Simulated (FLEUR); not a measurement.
**A series of single points on BaTe**

System: BaTe (Fm-3m, 2 atoms in the cell).
Method: Kohn-Sham DFT of a periodic cell, PBE, all-electron, no spin polarisation (FLEUR MaX-R8.1 (later development tree)).

The 7 runs differ only in the geometry, by an even scaling of the cell at fixed fractional positions. The structure derives from an entry of the Crystallography Open Database.

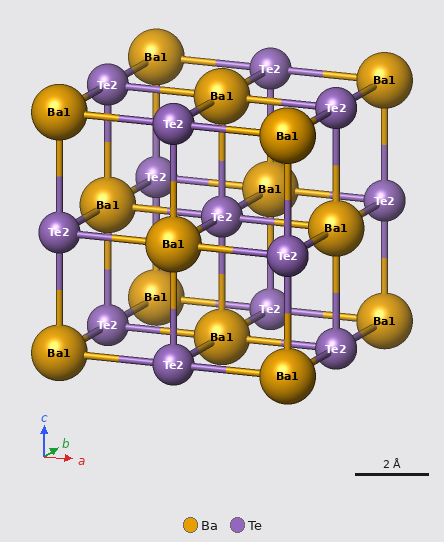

Figure 1. The structure of run 4 (ball-and-stick view of the cell 4 times as large as that of the calculation, set on its symmetry axes, seen slightly off an axis; atoms are numbered from 1 in the order of the input).

## Input of run 4
```
<?xml version="1.0" encoding="UTF-8" standalone="no"?>
<fleurInput fleurInputVersion="0.39">
   <comment>
      BaTe                                                                                                
   </comment>
   <calculationSetup>
      <cutoffs Kmax="4.1" Gmax="12.7" GmaxXC="12.7" numbands="0"/>
      <scfLoop itmax="60" minDistance="0.00001" maxIterBroyd="15" imix="Anderson" alpha="0.05" precondParam="0.0" spinf="2.0" sdNocoIR="T"/>
      <coreElectrons ctail="T" frcor="F" kcrel="0" coretail_lmax="0"/>
      <xcFunctional name="pbe" relativisticCorrections="F"/>
      <magnetism jspins="1"/>
      <soc l_soc="F" theta="0.0" phi="0.0" spav="F"/>
      <expertModes spex="0" secvar="F"/>
      <geometryOptimization l_f="T" forcealpha="1.0" forcemix="BFGS" epsdisp="0.0005" epsforce="0.0002"/>
      <ldaU l_linMix="F" mixParam="0.05" spinf="1.0"/>
   </calculationSetup>
   <cell>
      <bzIntegration valenceElectrons="42.0" mode="hist" fermiSmearingEnergy="0.00183747">
         <kPointListSelection listName="default-1"/>
         <!-- k-points included here -->
         <xi:include xmlns:xi="http://www.w3.org/2001/XInclude" href="kpts.xml"> </xi:include>
      </bzIntegration>
      <!-- symmetry operations included here -->
      <xi:include xmlns:xi="http://www.w3.org/2001/XInclude" href="sym.xml"> </xi:include>
      <bulkLattice scale="1.0">
         <bravaisMatrix>
            <row-1>    0.0000000000000000     6.4439660848860001     6.4439660848860001</row-1>
            <row-2>    6.4439660848860001     0.0000000000000000     6.4439660848860001</row-2>
            <row-3>    6.4439660848860001     6.4439660848860001     0.0000000000000000</row-3>
         </bravaisMatrix>
      </bulkLattice>
   </cell>
   <atomSpecies>
      <species name="Barium (Ba)" element="Ba" atomicNumber="56">
         <mtSphere radius="2.66" gridPoints="879" logIncrement="0.015"/>
         <atomicCutoffs lmax="11" lnonsphr="8"/>
         <electronConfig flipSpins="F">
            <coreConfig>(1s1/2) (2s1/2) (2p1/2) (2p3/2) (3s1/2) (3p1/2) (3p3/2) (4s1/2) (3d3/2) (3d5/2) (4p1/2) (4p3/2)</coreConfig>
            <valenceConfig>(5s1/2) (4d3/2) (4d5/2) (5p1/2) (5p3/2) (6s1/2)</valenceConfig>
         </electronConfig>
         <energyParameters s="6" p="5" d="4" f="4"/>
         <lo type="SCLO" l="0" n="5" eDeriv="0"/>
         <lo type="HELO" l="1" n="6" eDeriv="0"/>
         <lo type="HELO" l="1" n="6" eDeriv="1"/>
         <lo type="HELO" l="2" n="5" eDeriv="0"/>
         <lo type="HELO" l="2" n="5" eDeriv="1"/>
         <lo type="SCLO" l="3" n="4" eDeriv="2"/>
      </species>
      <species name="Tellurium (Te)" element="Te" atomicNumber="52">
         <mtSphere radius="2.66" gridPoints="879" logIncrement="0.015"/>
         <atomicCutoffs lmax="11" lnonsphr="8"/>
         <electronConfig flipSpins="F">
            <coreConfig>(1s1/2) (2s1/2) (2p1/2) (2p3/2) (3s1/2) (3p1/2) (3p3/2) (4s1/2) (3d3/2) (3d5/2)</coreConfig>
            <valenceConfig>(4p1/2) (4p3/2) (5s1/2) (4d3/2) (4d5/2) (5p1/2) (5p3/2)</valenceConfig>
            <stateOccupation state="(5p1/2)" spinUp="0.666667" spinDown="0.666667"/>
            <stateOccupation state="(5p3/2)" spinUp="1.333333" spinDown="1.333333"/>
         </electronConfig>
         <energyParameters s="5" p="5" d="5" f="4"/>
         <lo type="SCLO" l="1" n="4" eDeriv="0"/>
         <lo type="SCLO" l="1" n="4" eDeriv="1"/>
         <lo type="SCLO" l="2" n="4" eDeriv="0"/>
         <lo type="SCLO" l="2" n="4" eDeriv="1"/>
         <lo type="SCLO" l="0" n="5" eDeriv="2"/>
         <lo type="SCLO" l="3" n="4" eDeriv="2"/>
      </species>
   </atomSpecies>
   <atomGroups>
      <atomGroup species="Barium (Ba)">
         <relPos label="                   1">.0000000000 .0000000000 .0000000000</relPos>
         <force calculate="T" relaxXYZ="TTT"/>
      </atomGroup>
      <atomGroup species="Tellurium (Te)">
         <relPos label="                   2">1.000/2.000 1.000/2.000 1.000/2.000</relPos>
         <force calculate="T" relaxXYZ="TTT"/>
      </atomGroup>
   </atomGroups>
   <output dos="F" band="F" slice="F">
      <checks vchk="F" cdinf="F"/>
      <bandDOS minEnergy="-.5*Htr" maxEnergy="0.5*Htr" sigma="0.015" storeEVData="T"/>
      <vacuumDOS vacdos="F" integ="F" star="F" nstars="0" locx1="0.0" locy1="0.0" locx2="0.0" locy2="0.0" nstm="0" tworkf="0.0"/>
      <unfoldingBand unfoldBand="F" supercellX="1" supercellY="1" supercellZ="1"/>
      <plotting iplot="0" polar="F">
         <plot TwoD="T" vec1="  1.0  0.0  0.0" vec2="  0.0  1.0  0.0" vec3="  0.0  0.0  1.0" zero="  0.0  0.0  0.0" file="plot"/>
      </plotting>
      <chargeDensitySlicing numkpt="0" minEigenval="0.0" maxEigenval="0.0" nnne="0" pallst="F"/>
      <specialOutput eonly="F"/>
      <moessbauerParams electricFieldGradient="T" isomerShift="T" coreHyperfine="T" valenceHyperfine="T"/>
      <magneticCircularDichroism mcd="F" energyLo="-10.0" energyUp="0.0"/>
   </output>
  <!-- We include the file relax.xml here to enable relaxations (see documentation) -->
  <xi:include xmlns:xi="http://www.w3.org/2001/XInclude" href="relax.xml"> <xi:fallback/> </xi:include>
</fleurInput>
```

Command:
```bash
inpgen -f crystal.txt -profile fastHighL; fleur_MPI
```

Lattice vectors (Å) and fractional positions of run 4:
```
   0.000000    3.410000    3.410000
   3.410000    0.000000    3.410000
   3.410000    3.410000    0.000000
Ba  0.000000  0.000000  0.000000
Te  0.500000  0.500000  0.500000
```

Run 2 has the same physical settings and fractional positions; its lattice vectors (Å) are:
```
   0.000000    3.363913    3.363913
   3.363913    0.000000    3.363913
   3.363913    3.363913    0.000000
```

## Results, with one run withheld

```csv
run,volume per atom (Å³),"free energy per atom, from the lowest run given (meV)",gap on the mesh (eV)
1,37.273,117.46,1.32
2,38.066,?,?
3,38.859,59.97,1.43
4,39.652,38.79,1.48
5,40.445,22.00,1.52
6,41.238,9.19,1.57
7,42.031,0.00,1.61
```

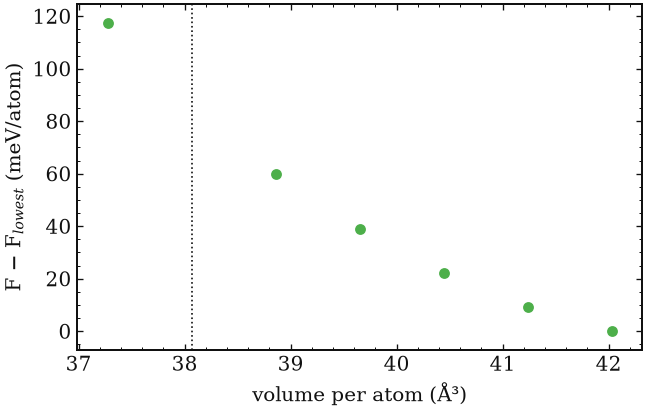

Figure 2. Free energy per atom of the runs given; the dotted line marks run 2.

Fit the runs given and predict run 2.

A cubic polynomial in V^(−2/3) (the Birch–Murnaghan form), fitted to the 6 runs given, misses them by under 0.01 meV per atom. With x = V^(−2/3) − 0.08569 Å⁻², it reads F = 33.836 + 15614 x + 1.4291e+06 x² + 3.2098e+06 x³ (meV per atom). At run 2 it gives 86.03 meV per atom, and the run itself gives 86.04. The fit has no minimum inside this range. The gap on the mesh goes, without turning, from 1.32 eV in run 1 to 1.61 eV in run 7; run 2 has 1.38 eV. These are gaps of this functional on this mesh, which can miss the band edges; they aren't the measured gap.

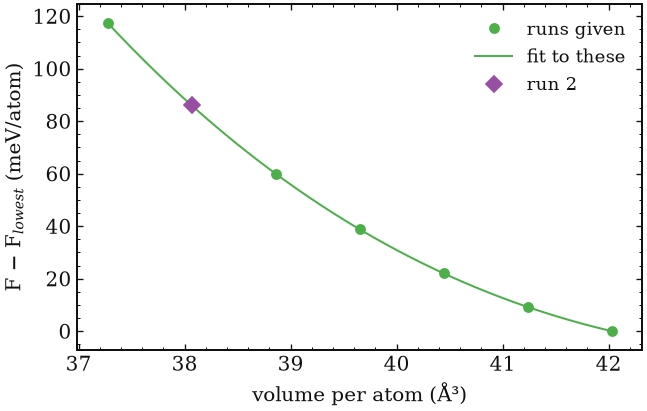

Figure 3. The fit and the withheld run.

## Output (run 2)
```
Welcome to FLEUR        (www.flapw.de)
      MaX-Release 8.1          (www.max-centre.eu)

 ========== k-point set info ==========
 Selected k-point list: default-1
 k-point list type: mesh
 7 x 7 x 7
 Number of k points: 20

 ------------Calculation Setup---------------------------
 Number of MPI-tasks      :            1
 Number of PE/node        :            1
 Number of OMP-threads    :            1
 Most efficient MPI parallelization for:
           1           2           4           5          10          20
 Additional eigenvalue parallelization possible
 Number of basis functions:          696
 Approximate size of matrices (H+S) per k-point:         0.007 GB
 --------------------------------------------------------

 Iteration:     1   Distance:       4.42899381 me/bohr^3

 Iteration:     2   Distance:       4.16441082 me/bohr^3

 Iteration:     3   Distance:       1.43534190 me/bohr^3

 Iteration:     4   Distance:       0.58960768 me/bohr^3

 Iteration:     5   Distance:       0.52312595 me/bohr^3

 Iteration:     6   Distance:       0.07702938 me/bohr^3

 Iteration:     7   Distance:       0.07650399 me/bohr^3

 Iteration:     8   Distance:       0.01289418 me/bohr^3

 Iteration:     9   Distance:       0.00797579 me/bohr^3

 Iteration:    10   Distance:       0.00326990 me/bohr^3

 Iteration:    11   Distance:       0.00059107 me/bohr^3

 Iteration:    12   Distance:       0.00031448 me/bohr^3

 Iteration:    13   Distance:       0.00008021 me/bohr^3

 Iteration:    14   Distance:       0.00000829 me/bohr^3

 ********************************************************************
 Run finished successfully
 Stop message:
   all done
 ********************************************************************
```
